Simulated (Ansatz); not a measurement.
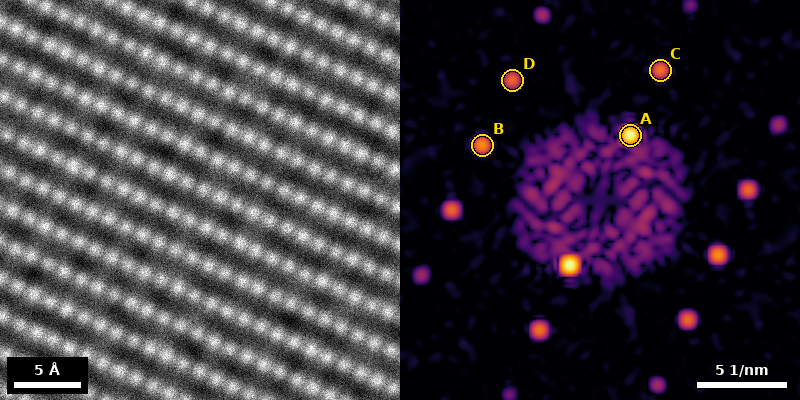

Integrated-DPC-like image of Mo (P6/mmm, No. 191) along [210]. Simulated as the projected potential of neutral atoms (B = 0.5 Å²) blurred by a 0.70 Å probe, the thin-sample limit of integrated differential phase contrast. The display is stretched by a gamma of 0.8; percentages refer to the linear signal. Shot noise and the speckle of an amorphous layer were added. Structure used: the geometry relaxed with DFT PBEsol, scalar-relativistic, plane waves, PAW in Ansatz; the starting structure was generated, so it need not be a known form of this composition.

The right panel is the modulus of the image's Fourier transform on a logarithmic scale.

a = 2.744 Å, b = 2.744 Å, c = 2.493 Å, α = 90.00°, β = 90.00°, γ = 120.00°

Index the marked spots and give their plane spacings (the zone axis points at the viewer; indices equivalent by symmetry, or all signs reversed, are as good).

A: (0 0 -1), d = 2.49 Å; B: (-1 2 0), d = 1.37 Å; C: (0 0 -2), d = 1.25 Å; D: (-1 2 -1), d = 1.20 Å. A and B enclose 90°, and every spot obeys the zone law hu + kv + lw = 0 for [210].
